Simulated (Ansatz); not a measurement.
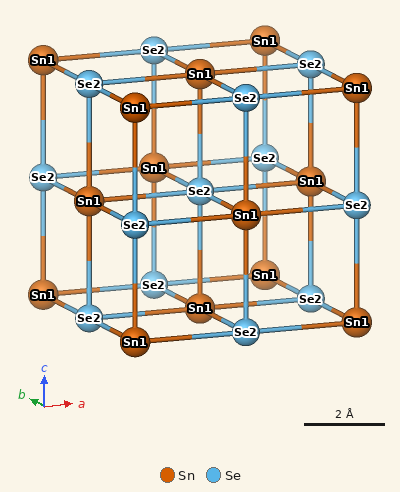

The structure as given in the input (ball-and-stick view of the cell 4 times as large as that of the calculation, set on its symmetry axes, seen slightly off an axis; atoms are numbered from 1 in the order of the input). An atom can appear more than once, as a periodic image. Near neighbours in the periodic cell (some may lie outside the picture): Sn has 6 Se at 3.01 Å; Se has 6 Sn at 3.01 Å.

## Single-point calculation of SnSe

- system: SnSe (Fm-3m, 2 atoms in the cell)
- method: DFT r2SCAN, scalar-relativistic, plane waves, PAW, no spin polarisation (Ansatz 0.2.0)

The structure derives from an entry of the Crystallography Open Database. It belongs to a series of runs on one base structure; here: band edges and mean potential of the bulk. Figures and captions count atoms from 1; the log counts them from 0 in places.

Log
```
Engine: ansatz 0.2.0, x86_64-unknown-linux-gnu
Pseudopotentials: kind: paw
Pseudopotential: Sn, paw, valence charge 14, recommended cutoff 500 eV (meta_gga), Sn.paw.azcp
Pseudopotential: Se, paw, valence charge 16, recommended cutoff 500 eV (meta_gga), Se.paw.azcp
Functional definition: r2SCAN
  parameter k0 = 0.174
  parameter k1 = 0.065
  parameter a1 = 4.9479
  exchange = r2scan_x(k0 = k0, k1 = k1, a1 = a1)
  correlation = r2scan_c
Crystal: 2 atoms, lattice volume = 54.542 Å³
Basis set: ecut = 500 eV, 1411 PW (Γ), exchange–correlation on 128×128×128 points (64 copies of the dense FFT grid, shifted against one another)
Bands: 19, of which v1, the nominal top of the filled ones, is band 15 counted from 1 (14 counted from 0)
Symmetry: 48 space group operations
Space group: Fm-3m (ITA 225), of the structure as read, at distance tolerance 3.8e-5 Å
k-points: 47 of 1000
Non-local potential: Sn, projectors of the file, l = 0: 2, l = 1: 2, l = 2: 2, l = 3: 2
Non-local potential: Se, projectors of the file, l = 0: 2, l = 1: 2, l = 2: 3, l = 3: 1
PAW form: soft (Blöchl's): semilocal exchange-correlation on the pseudo side does not see the compensation charge
PAW frozen core: Sn, regenerated for the run's functional (the file was generated under x = pbe(κ = 0.804, μ = 0.2195149727645171), c = pbe(β = 0.06672455060314922))
PAW frozen core: Se, regenerated for the run's functional (the file was generated under x = pbe(κ = 0.804, μ = 0.2195149727645171), c = pbe(β = 0.06672455060314922))
PAW one-centre angular grid: Sn, 590 points (default); XC on 249 of its mesh's 2787 points in the sphere
PAW one-centre angular grid: Se, 590 points (default); XC on 160 Gauss nodes
Initial density: superposition of atomic densities (neutral atoms: chi_scale 0, normalization atom), corrected by the library's trained network
Initial wavefunctions: pseudopotential atomic-orbital guess
Functional: x = r2scan, c = r2scan; τ floored in thin density (d = 2e-4 eV/Å³)
SCF iter   1: F=—  HF=-11517.579417 eV  |F-HF|=—  |Δ(HF+E_count)|=         —  Δρ=4.57e-3  dr2=1.54e-2  dr2_τ=2.09e-3  ethr=1.77e-3  ⟨swp⟩=6.1  Hψ=4391  notcnv=0
preconditioner: auto → none  [insulator: Δε(μ)=0.460 eV  Ē_g=18.208 eV  σ=0.020 eV  W_gap=1.00  n_scr=14 (ndim 8)  ℏωp=22.5 eV  f_vac=0.015  D(μ)=0.00/eV (n_scr^D=0)  ε∞_Penn≈2.5]
SCF iter   2: F=—  HF=-11517.585408 eV  |F-HF|=—  |Δ(HF+E_count)|=   5.99e-3  Δρ=1.68e-3  dr2=1.06e-3  dr2_τ=1.96e-4  ethr=5.12e-5  ⟨swp⟩=2.7  Hψ=2154  notcnv=0
SCF iter   3: F=—  HF=-11517.585490 eV  |F-HF|=—  |Δ(HF+E_count)|=   8.28e-5  Δρ=7.31e-4  dr2=2.62e-4  dr2_τ=5.87e-6  ethr=3.54e-6  ⟨swp⟩=2.1  Hψ=1778  notcnv=0
SCF iter   4: F=—  HF=-11517.585539 eV  |F-HF|=—  |Δ(HF+E_count)|=   4.88e-5  Δρ=1.76e-4  dr2=2.27e-5  dr2_τ=7.30e-7  ethr=8.74e-7  ⟨swp⟩=2.0  Hψ=1114  notcnv=0
SCF iter   5: F=—  HF=-11517.585532 eV  |F-HF|=—  |Δ(HF+E_count)|=   6.77e-6  Δρ=2.80e-5  dr2=3.27e-7  dr2_τ=7.84e-9  ethr=7.55e-8  ⟨swp⟩=2.7  Hψ=1335  notcnv=0
SCF iter   6: F=-11517.585532 eV  HF=-11517.585532 eV  |F-HF|=7.63e-9  |Δ(HF+E_count)|=   1.91e-8  Δρ=7.05e-6  dr2=2.36e-8  dr2_τ=3.55e-10  ethr=3.33e-10  ⟨swp⟩=6.0  Hψ=3730  notcnv=0
SCF 1 converged in 6 iterations: F = -11517.585532 eV  dr2 = 2.36e-8
  greatest PAW one-centre occupation: 1.000 electrons in one spin orbital (limit 2), on the Se atom at site 1 (counted from 0), in its partial waves of l = 2
NSCF: frozen V_eff on 16 k-points
NSCF: frozen V_eff on 16 k-points
NSCF: frozen V_eff on 16 k-points
NSCF: frozen V_eff on 12 k-points
NSCF: frozen V_eff on 4 k-points
NSCF: frozen V_eff on 11 k-points
NSCF: frozen V_eff on 10 k-points
NSCF: frozen V_eff on 4 k-points
NSCF: frozen V_eff on 10 k-points
NSCF: frozen V_eff on 10 k-points
NSCF: frozen V_eff on 10 k-points
NSCF: frozen V_eff on 4 k-points
NSCF: frozen V_eff on 16 k-points
NSCF: frozen V_eff on 1 k-points
NSCF: frozen V_eff on 13 k-points
NSCF: frozen V_eff on 16 k-points
NSCF: frozen V_eff on 16 k-points
NSCF: frozen V_eff on 10 k-points
NSCF: frozen V_eff on 16 k-points
NSCF: frozen V_eff on 6 k-points
NSCF: frozen V_eff on 3 k-points
SCF converged after 6 iterations
Free energy (F): -11517.585532 eV
Harris-Foulkes:  -11517.585532 eV  (|F-HF|=7.63e-9)
Internal energy: -11517.585532 eV  (E = F + TS)
E sigma→0 (E₀):  -11517.585532 eV
Fermi energy:    9.436134 eV
--- Per-component energies (eV) ---
  E_band       = -498.596990
  E_kinetic    = 303.123849
  E_local      = -3325.568903  (includes V_loc(G=0)·N_el)
  E_nonlocal   = -628.673834
  E_hartree    = 1751.042035
  E_xc         = -474.116355
  E_vxc        = -211.181870  (∫ρ·V_xc dr)
  E_paw        = -6079.976677  (= ΣΔE_a)
  E_vpaw       = -150.144246  (= ΣTr[D̂ρ^β])
  E_aug_tail   = -0.000211  (compensation charges beyond the density's cutoff)
  E_vtau       = 11.767084  (kinetic-family band-sum trace: ∫τ·v_τ [+ j·A + Jᵃ·Aᵃ] dr)
  E_ewald      = -3062.385987
  E_core_change = -1.029450  (= ΣΔE_core)
  E_smearing   = -0.000000  (= −TS)
  E_closure    = 0.000000  (closes the sum)
  Σ components = -11517.585532   (vs F -11517.585532, Δ=0.00e0)
--- Forces (eV/Å), atoms counted from 1 ---
  atom   1  Sn    -0.00000000     0.00000000     0.00000000
  atom   2  Se     0.00000000    -0.00000000    -0.00000000
  max |Σ_I F_I| component: 1.45e-30 eV/Å
--- Stress (GPa, compression-positive) ---
       -0.031319      -0.000000       0.000000
        0.000000      -0.031319       0.000000
       -0.000000      -0.000000      -0.031319
  P = ⅓ Tr σ = -0.0313 GPa (-0.313 kbar)
--- Band table (eV; the first three rows and the last of 47) ---
  k-point 0: bands = ["-39.5800", "-39.5800", "-39.5768", "-39.5768", "-39.5768", "-13.4119", "-13.4119", "-13.4119", "-13.4081", "-13.4081", "-5.5135", "3.9578", "6.5668", "6.5668", "6.5668", "13.5620", "13.5620", "13.5620", "15.2492"]
  k-point 1: bands = ["-39.5800", "-39.5800", "-39.5768", "-39.5768", "-39.5768", "-13.4116", "-13.4113", "-13.4113", "-13.4084", "-13.4084", "-5.4398", "3.4825", "6.5814", "6.5814", "6.9666", "12.9515", "13.0250", "13.0250", "15.2332"]
  k-point 2: bands = ["-39.5800", "-39.5800", "-39.5768", "-39.5768", "-39.5768", "-13.4123", "-13.4123", "-13.4110", "-13.4063", "-13.4063", "-5.2322", "2.5451", "6.6284", "6.6284", "7.6862", "11.8809", "12.0516", "12.0516", "15.3441"]
  k-point 46: bands = ["-39.5800", "-39.5799", "-39.5768", "-39.5767", "-39.5767", "-13.4319", "-13.4102", "-13.4068", "-13.4027", "-13.3941", "-4.2135", "1.9147", "3.7728", "4.3214", "7.6543", "11.1544", "13.6266", "14.4953", "15.8743"]
```

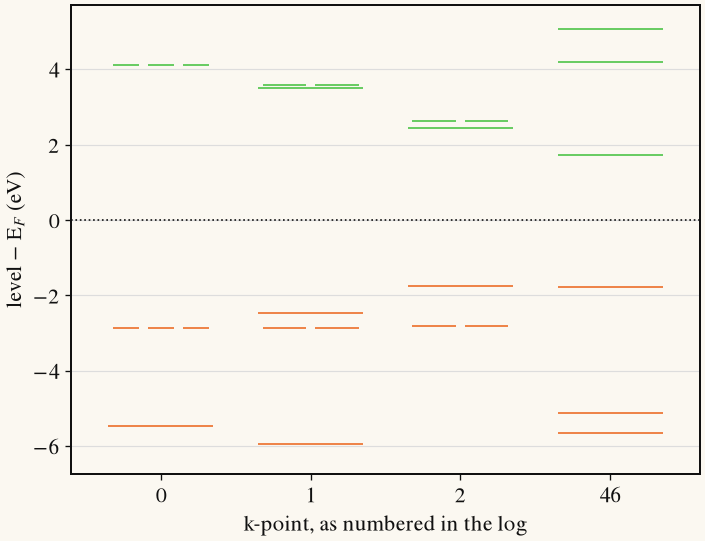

Kohn–Sham levels near the Fermi level (dotted) at the few k-points that the log prints; levels within 0.02 eV of each other stand side by side. Among these points the highest filled and lowest empty levels are 3.47 eV apart; the gap on the full mesh, 0.46 eV, has an edge at a point that isn't printed.

The run was set up as follows.

Input
```yaml
crystal:
  lattice:
    - [0.0, 3.01, 3.01]
    - [3.01, 0.0, 3.01]
    - [3.01, 3.01, 0.0]
  atoms:
    - { symbol: Sn, position: [0.0, 0.0, 0.0] }
    - { symbol: Se, position: [0.5, 0.5, 0.5] }
basis:
  ecutwfc: 500
kpoints:
  mp_grid: { grid: [10, 10, 10] }
  band_path: { path: [VBM, CBM], npoints: 2 }
hamiltonian:
  xc: r2scan
scf:
  occupations: { method: gaussian, width: 0.02 }
output:
  forces: true
  stress: true
  eigenvalues: true
```

Command:
```bash
ansatz run input.yaml --threads 2 --pin off --max-ram 5120MiB --backend cpu --events-out ev --progress --plain --runs-dir out
```

Key numbers

- outcome: converged
- space group (tolerance 0.01 Å): Fm-3m (225)
- electrons treated: 30
- free energy: −11517.5855 eV
- Fermi energy: 9.436 eV
- gap on the k-point mesh: 0.46 eV
- gap on the band path: 0.00 eV
- pressure: −0.03 GPa
- largest force (length of the vector): under 0.001 eV/Å
- hardware: 2 threads of Intel Xeon (Granite Rapids), 32 GiB of memory available, shared host
- wall time: 4.2 s (CPU time 7.7 s)
- peak memory: 0.56 GiB
